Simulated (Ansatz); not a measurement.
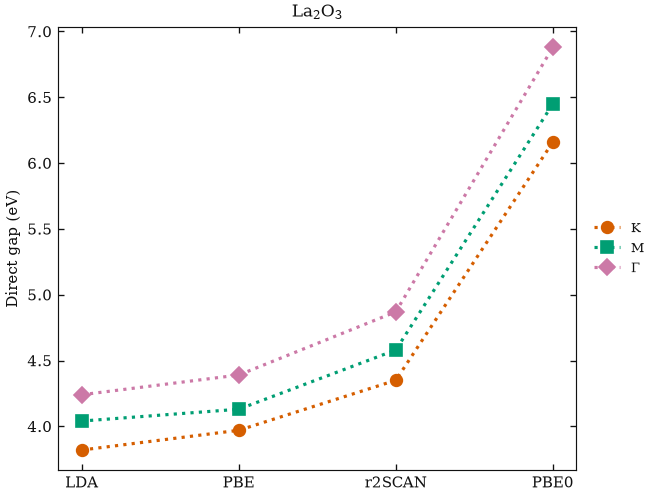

Direct gap at each named k point, by several methods on one cell of La2O3, space group P-3m1 (No. 164), 5 atoms in the cell, relaxed with r2SCAN; a = 3.935 Å, c = 6.126 Å (hexagonal axes). All runs are without spin-orbit coupling and carry no moments. The names follow the standardised cell of this lattice; in reduced coordinates of the cell that was run, K is (0.333, 0.333, 0) and M is (0.5, 0, 0). The smallest gap is indirect or lies off these points.

| method | program | K (eV) | M (eV) | Γ (eV) |
| --- | --- | --- | --- | --- |
| LDA | Ansatz | 3.82 | 4.04 | 4.24 |
| PBE | Ansatz | 3.97 | 4.13 | 4.39 |
| r2SCAN | Ansatz | 4.35 | 4.58 | 4.87 |
| PBE0 | Ansatz | 6.16 | 6.45 | 6.88 |

> One method is left out: dielectric-dependent PBE0. Predict its row. It was run as: dielectric-dependent PBE0, Ansatz PAW set, 6×6×2 k mesh, 420 eV cutoff, fixed occupations (Ansatz 0.2.0).

Exact exchange opens the gap over the semilocal values shown, the highest of which is 4.35 eV (r2SCAN) at K. dielectric-dependent PBE0 gives 5.79 eV at K, 6.07 eV at M and 6.49 eV at Γ, which is +1.82 eV from PBE at K.

> Does dielectric-dependent PBE0 open these direct gaps by one amount over PBE?

The shifts are +1.82 eV at K, +1.94 eV at M and +2.10 eV at Γ, and at points that aren't plotted +2.36 eV (A), +2.22 eV (L) and +2.01 eV (H): over the named points that both runs hold, a spread of 0.54 eV on a mean of 2.08 eV, so one shift doesn't describe them.

> How do the methods rank at K?

From low to high: LDA 3.82, PBE 3.97, r2SCAN 4.35, dielectric-dependent PBE0 5.79, PBE0 6.16 eV.

Settings. LDA: Ansatz PAW set, 12×12×4 k mesh, 420 eV cutoff, fixed occupations (Ansatz 0.2.0). PBE: Ansatz PAW set, 12×12×4 k mesh, 420 eV cutoff, Fermi-Dirac smearing of 0.02 eV (Ansatz). r2SCAN: Ansatz PAW set, 12×12×4 k mesh, 500 eV cutoff, fixed occupations (Ansatz 0.2.0). PBE0: Ansatz PAW set, 6×6×2 k mesh, 420 eV cutoff, fixed occupations (Ansatz 0.2.0).

These are five of the 7 methods that were run on this cell. Spin-orbit coupling is left out, which matters for La. LDA, r2SCAN, dielectric-dependent PBE0 and PBE0: the PAW data sets were made with another functional. LDA, PBE and r2SCAN: semilocal functionals put the empty 4f levels of La too low. LDA, GGA and most meta-GGA functionals understate gaps. dielectric-dependent PBE0: the k mesh is coarse, so the values aren't converged. PBE0: the k mesh is coarse, so the values aren't converged, least of all with exact exchange. Over all k points computed the smallest gap is 3.73 eV in LDA, 3.84 eV in PBE, 4.23 eV in r2SCAN, 5.67 eV in dielectric-dependent PBE0 and 6.03 eV in PBE0. The names follow the standardised cell of this lattice; in reduced coordinates of the cell that was run, A is (0, 0, 0.5), L is (0.5, 0, 0.5) and H is (0.333, 0.333, 0.5).
